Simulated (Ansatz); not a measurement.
**SiC: geometry relaxation**

SiC (F-43m, 2 atoms in the cell), computed with DFT PBE+D3(BJ), scalar-relativistic, plane waves, PAW, no spin polarisation (Ansatz 0.2.0).

The structure derives from an entry of the Crystallography Open Database.

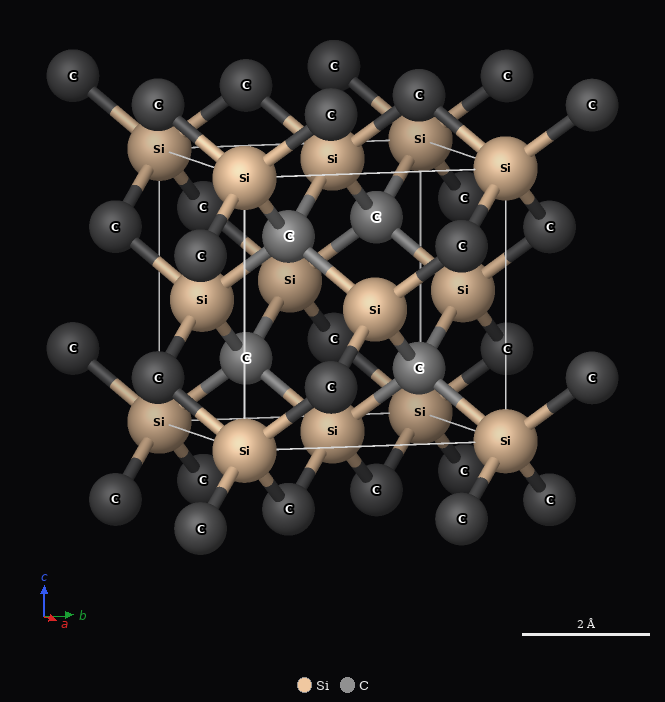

**Figure 1.** The starting structure (ball-and-stick view of the cell 4 times as large as that of the calculation, set on its symmetry axes, seen slightly off an axis; neighbours outside the cell are drawn fainter). An atom can appear more than once, as a periodic image. Near neighbours in the periodic cell (some may lie outside the picture): Si has 4 C at 1.88 Å; C has 4 Si at 1.88 Å.

The input:
```yaml
crystal:
  lattice:
    - [0.0, 2.174, 2.174]
    - [2.174, 0.0, 2.174]
    - [2.174, 2.174, 0.0]
  atoms:
    - { symbol: Si, position: [0.0, 0.0, 0.0] }
    - { symbol: C, position: [0.75, 0.75, 0.75] }
basis:
  ecutwfc: 420
kpoints:
  mp_grid: { grid: [12, 12, 12] }
hamiltonian:
  xc: pbe
  dispersion: d3bj
scf:
  occupations: { method: gaussian, width: 0.02 }
output:
  forces: true
  stress: true
  eigenvalues: true
  write_density: true
  write_potential: true
  elf: true
  volumetric_format: npy
relax:
  adjacent_minimum: "off"
  f_tol: 0.005
  max_steps: 80
  cell: { stress_tol: 0.05 }
```

Hardware: 4 threads of Intel Xeon @ 2.50GHz (Skylake/Cascade Lake), 189 GiB of memory available, shared host.

Run as:
```bash
ansatz run input.yaml --threads 4 --pin off --max-ram 10240MiB --backend cpu --events-out ev --progress --plain --runs-dir out
```

The program's output:
```
Engine: ansatz 0.2.0, x86_64-unknown-linux-gnu
Pseudopotentials: kind: paw
Pseudopotential: Si, paw, valence charge 4, recommended cutoff 420 eV (normal), Si.paw.azcp
Pseudopotential: C, paw, valence charge 4, recommended cutoff 420 eV (normal), C.paw.azcp
Functional definition: PBE
  parameter kappa = 0.804
  parameter beta = 0.06672455060314922
  exchange = pbe_x(kappa = kappa, mu = beta*pi^2/3)
  correlation = pbe_c(beta = beta)
Crystal: 2 atoms, lattice volume = 20.550 Å³
Basis set: ecut = 420 eV, 411 PW (Γ), exchange–correlation on 48×48×48 points (8 copies of the dense FFT grid, shifted against one another)
Bands: 8, of which v1, the nominal top of the filled ones, is band 4 counted from 1 (3 counted from 0)
Symmetry: 24 space group operations
Space group: F-43m (ITA 216), of the structure as read, at distance tolerance 2.7e-5 Å
k-points: 72 of 1728 (time reversal used)
Non-local potential: Si, projectors of the file, l = 0: 2, l = 1: 2, l = 2: 2
Non-local potential: C, projectors of the file, l = 0: 2, l = 1: 2, l = 2: 1
PAW form: soft (Blöchl's): semilocal exchange-correlation on the pseudo side does not see the compensation charge
PAW one-centre angular grid: Si, 110 points (default); XC on 64 Gauss nodes
PAW one-centre angular grid: C, 110 points (default); XC on 64 Gauss nodes
Initial density: superposition of atomic densities (neutral atoms: chi_scale 0, normalization atom), corrected by the library's trained network
Initial wavefunctions: pseudopotential atomic-orbital guess
Functional: x = pbe(κ = 0.804, μ = 0.2195149727645171), c = pbe(β = 0.06672455060314922)
SCF iter   1: F=—  HF=-887.759991 eV  |F-HF|=—  |Δ(HF+E_count)|=         —  Δρ=2.20e-3  dr2=1.00e-3  ethr=1.77e-3  ⟨swp⟩=6.1  Hψ=4873  notcnv=0
preconditioner: auto → none  [insulator: Δε(μ)=1.331 eV  Ē_g=14.103 eV  σ=0.020 eV  W_gap=1.00  n_scr=0 (ndim 8)  ℏωp=23.2 eV  f_vac=0.000  D(μ)=0.00/eV (n_scr^D=0)  ε∞_Penn≈3.7]
SCF iter   2: F=—  HF=-887.759987 eV  |F-HF|=—  |Δ(HF+E_count)|=   4.18e-6  Δρ=8.17e-4  dr2=8.19e-5  ethr=1.25e-5  ⟨swp⟩=2.5  Hψ=1631  notcnv=0
SCF iter   3: F=—  HF=-887.760001 eV  |F-HF|=—  |Δ(HF+E_count)|=   1.45e-5  Δρ=3.58e-4  dr2=6.41e-6  ethr=1.02e-6  ⟨swp⟩=2.7  Hψ=857  notcnv=0
SCF iter   4: F=—  HF=-887.760027 eV  |F-HF|=—  |Δ(HF+E_count)|=   2.58e-5  Δρ=3.92e-5  dr2=2.59e-7  ethr=8.01e-8  ⟨swp⟩=2.1  Hψ=842  notcnv=0
iter 5 did not close the SCF: its close was put off for the readings that it lacked (scf_convergence_deferred on its scf_iter line)
SCF iter   5: F=-887.760027 eV  HF=-887.760027 eV  |F-HF|=1.06e-9  |Δ(HF+E_count)|=   1.55e-7  Δρ=2.95e-6  dr2=1.11e-9  ethr=3.23e-9  ⟨swp⟩=2.1  Hψ=860  notcnv=0
SCF iter   6: F=-887.760027 eV  HF=-887.760027 eV  |F-HF|=4.32e-11  |Δ(HF+E_count)|=   1.33e-9  Δρ=4.26e-7  dr2=2.23e-11  ethr=1.39e-11  ⟨swp⟩=4.4  Hψ=2599  notcnv=0
SCF 1 converged in 6 iterations: F = -887.760027 eV  dr2 = 2.23e-11
  greatest PAW one-centre occupation: 0.646 electrons in one spin orbital (limit 2), on the C atom at site 1 (counted from 0), in its partial waves of l = 0
relax step   1: F+E_penalty+E_count = -887.76002712 eV  Δ(F+E_penalty+E_count) = +0.000e0 eV  max|allowed force component| = 4.626e-16 eV/Å  Δτ_max = 0.0000 Å  P = +0.109 GPa  Ω = 20.550 Å³  (6 SCF iters, dr2 threshold 1.00e-7 eV, accepted)
Crystal: 2 atoms, lattice volume = 20.555 Å³
Initial density: handed on by an earlier stage of this run
Initial wavefunctions: those handed on with the density
iter 1 solved again at ethr=1.35e-8 eV; its pass at ethr=3.10e-3 eV (dr2=1.08e-6 eV) is discarded
SCF iter   1: F=—  HF=-887.760017 eV  |F-HF|=—  |Δ(HF+E_count)|=         —  Δρ=6.49e-5  dr2=1.06e-6  ethr=1.35e-8  ⟨swp⟩=1.0  Hψ=4796  notcnv=0
preconditioner: auto → none  [insulator: Δε(μ)=1.353 eV  Ē_g=14.107 eV  σ=0.020 eV  W_gap=1.00  n_scr=0 (ndim 8)  ℏωp=23.2 eV  f_vac=0.000  D(μ)=0.00/eV (n_scr^D=0)  ε∞_Penn≈3.7]
SCF iter   2: F=—  HF=-887.760020 eV  |F-HF|=—  |Δ(HF+E_count)|=   3.54e-6  Δρ=1.66e-5  dr2=4.75e-8  ethr=1.33e-8  ⟨swp⟩=2.4  Hψ=831  notcnv=0
SCF iter   3: F=-887.760020 eV  HF=-887.760020 eV  |F-HF|=6.15e-10  |Δ(HF+E_count)|=   1.40e-8  Δρ=4.99e-6  dr2=4.55e-9  ethr=3.72e-10  ⟨swp⟩=7.0  Hψ=2492  notcnv=0
SCF 2 converged in 3 iterations: F = -887.760020 eV  dr2 = 4.55e-9
relax step   2: F+E_penalty+E_count = -887.76002027 eV  Δ(F+E_penalty+E_count) = +6.844e-6 eV  max|allowed force component| = 8.558e-17 eV/Å  Δτ_max = 0.0000 Å  P = +0.052 GPa  Ω = 20.555 Å³  energy of the carried Pulay correction = -9.481e-6 eV  (3 SCF iters, dr2 threshold 2.98e-8 eV, accepted)
Crystal: 2 atoms, lattice volume = 20.560 Å³
iter 1 solved again at ethr=1.19e-8 eV; its pass at ethr=3.10e-3 eV (dr2=9.49e-7 eV) is discarded
SCF iter   1: F=—  HF=-887.760009 eV  |F-HF|=—  |Δ(HF+E_count)|=         —  Δρ=6.01e-5  dr2=9.34e-7  ethr=1.19e-8  ⟨swp⟩=1.0  Hψ=4796  notcnv=0
preconditioner: auto → none  [insulator: Δε(μ)=1.353 eV  Ē_g=14.105 eV  σ=0.020 eV  W_gap=1.00  n_scr=0 (ndim 8)  ℏωp=23.2 eV  f_vac=0.000  D(μ)=0.00/eV (n_scr^D=0)  ε∞_Penn≈3.7]
SCF iter   2: F=—  HF=-887.760012 eV  |F-HF|=—  |Δ(HF+E_count)|=   3.56e-6  Δρ=1.68e-5  dr2=4.62e-8  ethr=1.17e-8  ⟨swp⟩=2.4  Hψ=833  notcnv=0
SCF iter   3: F=-887.760012 eV  HF=-887.760012 eV  |F-HF|=4.91e-10  |Δ(HF+E_count)|=   1.23e-8  Δρ=5.67e-6  dr2=5.78e-9  ethr=8.42e-11  ⟨swp⟩=7.0  Hψ=2481  notcnv=0
SCF 3 converged in 3 iterations: F = -887.760012 eV  dr2 = 5.78e-9
relax step   3: F+E_penalty+E_count = -887.76001244 eV  Δ(F+E_penalty+E_count) = +7.832e-6 eV  max|allowed force component| = 1.480e-16 eV/Å  Δτ_max = 0.0000 Å  P = -0.000 GPa  Ω = 20.560 Å³  energy of the carried Pulay correction = -1.808e-5 eV  (3 SCF iters, dr2 threshold 6.73e-9 eV, accepted)
Initial wavefunctions: pseudopotential atomic-orbital guess (no wavefunctions were taken with the density)
iter 1 solved again at ethr=8.67e-8 eV; its pass at ethr=3.10e-3 eV (dr2=6.94e-6 eV) is discarded
SCF iter   1: F=—  HF=-887.760058 eV  |F-HF|=—  |Δ(HF+E_count)|=         —  Δρ=7.93e-6  dr2=6.33e-9  ethr=8.67e-8  ⟨swp⟩=3.0  Hψ=6460  notcnv=0
preconditioner: auto → none  [insulator: Δε(μ)=1.354 eV  Ē_g=14.105 eV  σ=0.020 eV  W_gap=1.00  n_scr=0 (ndim 8)  ℏωp=23.2 eV  f_vac=0.000  D(μ)=0.00/eV (n_scr^D=0)  ε∞_Penn≈3.7]
SCF iter   2: F=—  HF=-887.760062 eV  |F-HF|=—  |Δ(HF+E_count)|=   3.88e-6  Δρ=4.13e-6  dr2=1.63e-9  ethr=7.91e-11  ⟨swp⟩=2.0  Hψ=849  notcnv=0
SCF iter   3: F=—  HF=-887.760062 eV  |F-HF|=—  |Δ(HF+E_count)|=  8.24e-10  Δρ=1.23e-6  dr2=3.18e-10  ethr=2.04e-11  ⟨swp⟩=2.2  Hψ=810  notcnv=0
SCF iter   4: F=—  HF=-887.760062 eV  |F-HF|=—  |Δ(HF+E_count)|=  9.65e-11  Δρ=3.87e-7  dr2=2.49e-11  ethr=3.98e-12  ⟨swp⟩=2.0  Hψ=830  notcnv=0
SCF iter   5: F=-887.760062 eV  HF=-887.760062 eV  |F-HF|=1.14e-13  |Δ(HF+E_count)|=  5.00e-12  Δρ=7.40e-8  dr2=6.90e-13  ethr=1.00e-12  ⟨swp⟩=5.0  Hψ=2004  notcnv=0
SCF 4 converged in 5 iterations: F = -887.760062 eV  dr2 = 6.90e-13
relax step   4: F+E_penalty+E_count = -887.76006190 eV  Δ(F+E_penalty+E_count) = -4.946e-5 eV  max|allowed force component| = 5.551e-17 eV/Å  Δτ_max = 0.0000 Å  P = +0.002 GPa  Ω = 20.560 Å³  stress off target by 2.21e-3 GPa  SCF on the basis re-selected at this cell (its energy is not comparable with the rows above)  (5 SCF iters)
```

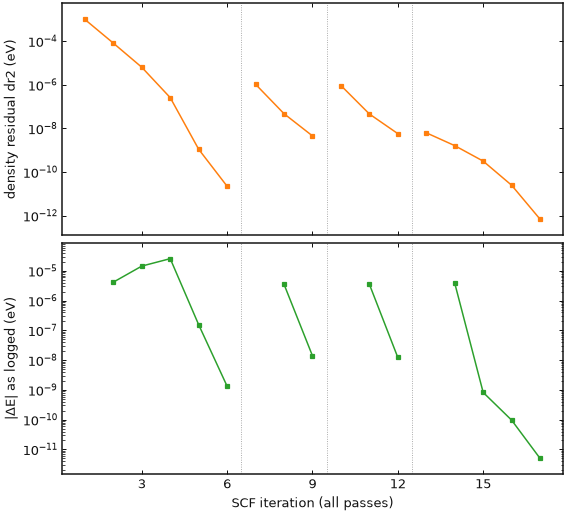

**Figure 2.** Convergence of the self-consistent field: density residual dr2 and size of the energy change against the SCF iteration. The dotted lines part the SCF passes of the relaxation: geometry steps, rejected trials and re-solves on a re-selected basis. The passes take 6, 3, 3 and 5 iterations.

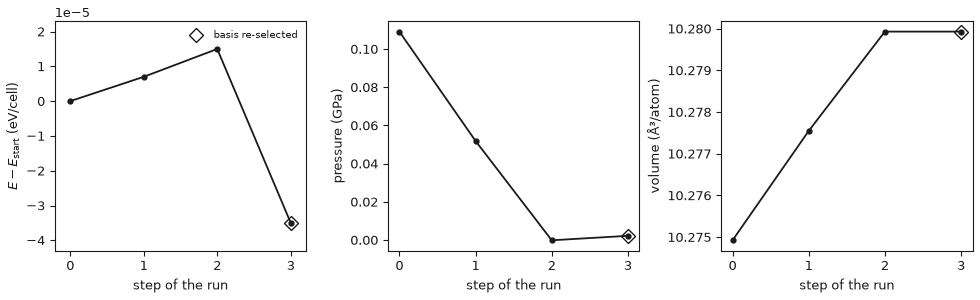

**Figure 3.** Progress of the relaxation, step by step (the first geometry is step 0 here and step 1 in the log). No atom moves by more than 0.005 Å. The cell stays as it was. The space group stays F-43m (No. 216). Over 2 geometry steps the energy rises by next to nothing (0.0 meV per cell of the calculation). All forces vanish by symmetry, so only the cell relaxes. Pressure: 0.11 GPa at the start and 0.00 GPa at the end. A last SCF at the same geometry on a re-selected plane-wave basis shifts the energy by next to nothing (0.0 meV per cell of the calculation).

```
basis re-selected at this cell: Δ(F+E_penalty+E_count) = -4.946e-5 eV, ΔP = +0.002 GPa vs the last step (what re-selecting the basis moved, of the pressure what is left beyond the Pulay correction that the steps carried, after the strain that the cell walked since its last selection, with what the two solves' SCF thresholds leave and, on support functions, any second-order correction that the steps lacked; it is no measure of the basis error at this ecutwfc). This SCF's stress stands 2.21e-3 GPa from its target on what of the cell is left free (relax.cell.stress_tol is 5.00e-2 GPa) and its largest allowed force component is 5.55e-17 eV/Å (relax.f_tol is 5.00e-3 eV/Å): within both
SCF converged after 5 iterations
Free energy (F): -887.760062 eV
Harris-Foulkes:  -887.760062 eV  (|F-HF|=1.14e-13)
Internal energy: -887.760062 eV  (E = F + TS)
E sigma→0 (E₀):  -887.760062 eV
Fermi energy:    10.237157 eV
--- Per-component energies (eV) ---
  E_band       = 29.207124
  E_kinetic    = 136.070946
  E_local      = -104.017682  (includes V_loc(G=0)·N_el)
  E_nonlocal   = 51.931555
  E_hartree    = 31.993775
  E_xc         = -105.618211
  E_vxc        = -109.519443  (∫ρ·V_xc dr)
  E_paw        = -612.121836  (= ΣΔE_a)
  E_vpaw       = -9.245821  (= ΣTr[D̂ρ^β])
  E_aug_tail   = 0.000014  (compensation charges beyond the density's cutoff)
  E_ewald      = -285.392401
  E_disp       = -0.606222  (pairwise vdW)
  E_smearing   = -0.000000  (= −TS)
  E_closure    = -0.000000  (closes the sum)
  Σ components = -887.760062   (vs F -887.760062, Δ=0.00e0)
--- Forces (eV/Å), atoms counted from 1 ---
  atom   1  Si    -0.00000000     0.00000000     0.00000000
  atom   2  C      0.00000000     0.00000000    -0.00000000
  max |Σ_I F_I| component: 4.63e-17 eV/Å
--- Stress (GPa, compression-positive) ---
        0.002214      -0.000000      -0.000000
       -0.000000       0.002214       0.000000
       -0.000000       0.000000       0.002214
  P = ⅓ Tr σ = 0.0022 GPa (0.022 kbar)
--- Band table (eV; the first three rows and the last of 72) ---
  k-point 0: bands = ["-5.8939", "9.5602", "9.5602", "9.5602", "15.8487", "16.9146", "16.9146", "16.9146"]
  k-point 1: bands = ["-5.7574", "8.8333", "9.4653", "9.4653", "16.0862", "17.0698", "17.0908", "17.0908"]
  k-point 2: bands = ["-5.3518", "7.1855", "9.2303", "9.2303", "15.9538", "17.4323", "17.4323", "17.9640"]
  k-point 71: bands = ["-0.6109", "2.5286", "4.5444", "4.8511", "14.7774", "19.0503", "19.0855", "19.3606"]
--- Relaxed structure (3 steps of the walk, 3 accepted, 1 SCFs on fresh bases) ---
  F+E_penalty+E_count = -887.76006190 eV   max|allowed force component| = 5.551e-17 eV/Å   (the final SCF, on the basis selected at the relaxed cell)
  cell:  # Å, volume = 20.5599 Å³
    - [-2.420301715625405e-34, 2.1743531186403158, 2.1743531186403158]
    - [2.1743531186403158, 8.916901057567287e-35, 2.1743531186403158]
    - [2.1743531186403158, 2.1743531186403158, 2.1145793936516696e-33]
  atoms:
    - { symbol: Si, position: [2.1224503948609715e-34, -7.936118867741024e-35, -5.112337038056428e-34] }
    - { symbol: C, position: [0.75, 0.75, 0.75] }
```

Trajectory as extended XYZ (Å, eV, eV/Å), 4 frames, from step=1 to step=4:
```
2
Lattice="0.0000 2.1740 2.1740 2.1740 0.0000 2.1740 2.1740 2.1740 0.0000" Properties=species:S:1:pos:R:3:forces:R:3 step=1 energy=-887.76003 pressure_GPa=0.11
Si    0.0000    0.0000    0.0000    0.0000   0.0000   0.0000
C     3.2610    3.2610    3.2610    0.0000   0.0000   0.0000
2
Lattice="0.0000 2.1742 2.1742 2.1742 0.0000 2.1742 2.1742 2.1742 0.0000" Properties=species:S:1:pos:R:3:forces:R:3 step=2 energy=-887.76002 pressure_GPa=0.05
Si    0.0000    0.0000    0.0000    0.0000   0.0000   0.0000
C     3.2613    3.2613    3.2613    0.0000   0.0000   0.0000
2
Lattice="0.0000 2.1744 2.1744 2.1744 0.0000 2.1744 2.1744 2.1744 0.0000" Properties=species:S:1:pos:R:3:forces:R:3 step=3 energy=-887.76001 pressure_GPa=-0.00
Si    0.0000    0.0000    0.0000    0.0000   0.0000   0.0000
C     3.2615    3.2615    3.2615    0.0000   0.0000   0.0000
2
Lattice="0.0000 2.1744 2.1744 2.1744 0.0000 2.1744 2.1744 2.1744 0.0000" Properties=species:S:1:pos:R:3:forces:R:3 step=4 energy=-887.76006 pressure_GPa=0.00
Si    0.0000    0.0000    0.0000    0.0000   0.0000   0.0000
C     3.2615    3.2615    3.2615    0.0000   0.0000   0.0000
```

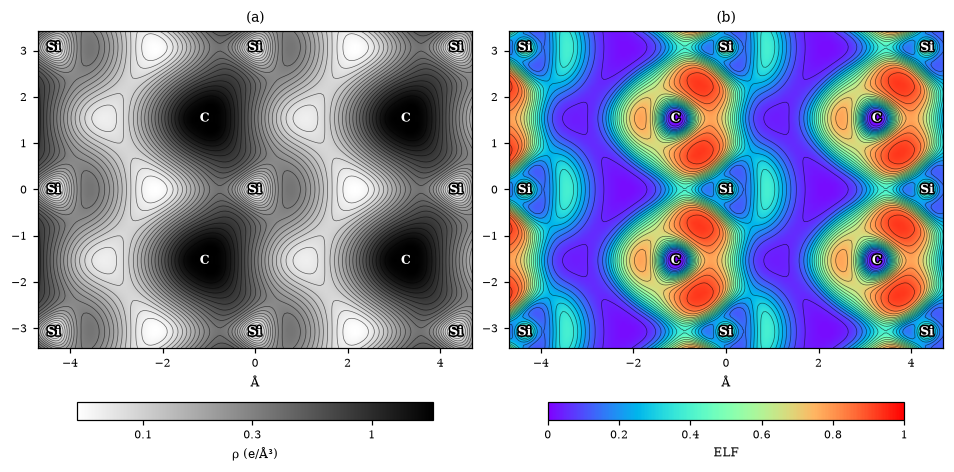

**Figure 4.** (a) valence charge density (pseudo); (b) electron localisation function on the (101) plane of the conventional cell. Away from the nuclei the density in this plane falls to 0.05 e/Å³ at its lowest. In a PAW calculation such maps are meaningful between the atoms, not at the nuclei.

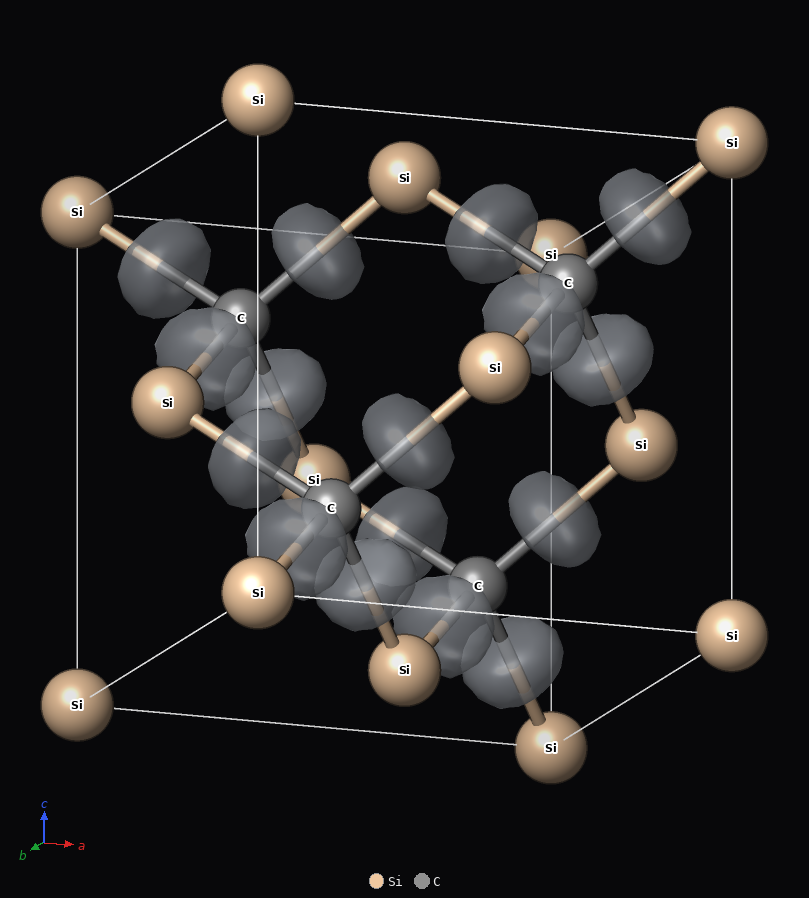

**Figure 5.** Isosurface of the ELF at 0.85 (grey), seen at an oblique angle. Only the valence region is drawn (cores and ρ < 0.01 e/Å³ removed). Sticks mark near contacts. The outline is the cell set on symmetry axes. Values along the shortest contacts: Si–C (1.88 Å): the ELF peaks at about 0.95 between the atoms (localised, shared-pair bonding).

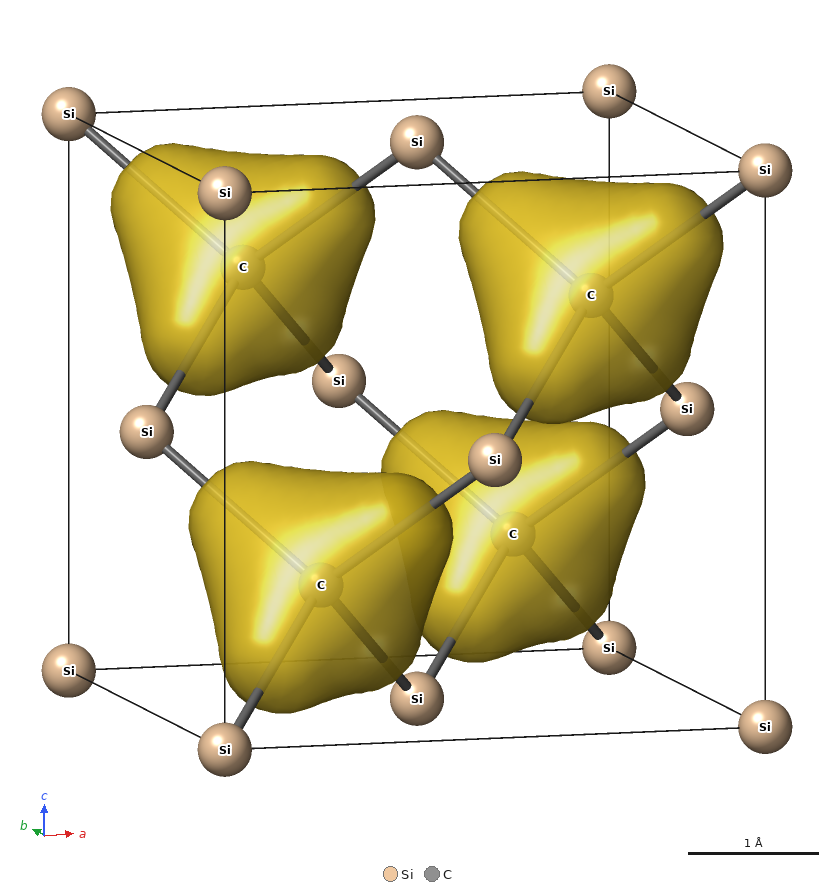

**Figure 6.** Isosurface of the valence electron density at 0.6 e/Å³ (yellow), seen slightly off an axis. Sticks mark near contacts. The outline is the cell set on symmetry axes. At this value the density breaks into separate islands; it holds about 45 % of the electrons treated as valence. On the grid the lowest density along these lines, outside the cores, is 0.71 e/Å³ (Si–C, 1.88 Å).

Summary:

```tsv
quantity	value
outcome	converged
space group (tolerance 0.01 Å)	F-43m (216)
electrons treated	8
free energy	−887.7601 eV
Fermi energy	10.237 eV
gap on the k-point mesh	1.35 eV
pressure	0.00 GPa
final volume	20.56 Å³
largest force (length of the vector) at the end	under 0.001 eV/Å
final cell	a = 3.075 Å, b = 3.075 Å, c = 3.075 Å, α = 60.00°, β = 60.00°, γ = 60.00°
wall time	4.9 s (CPU time 15 s)
peak memory	0.34 GiB
```
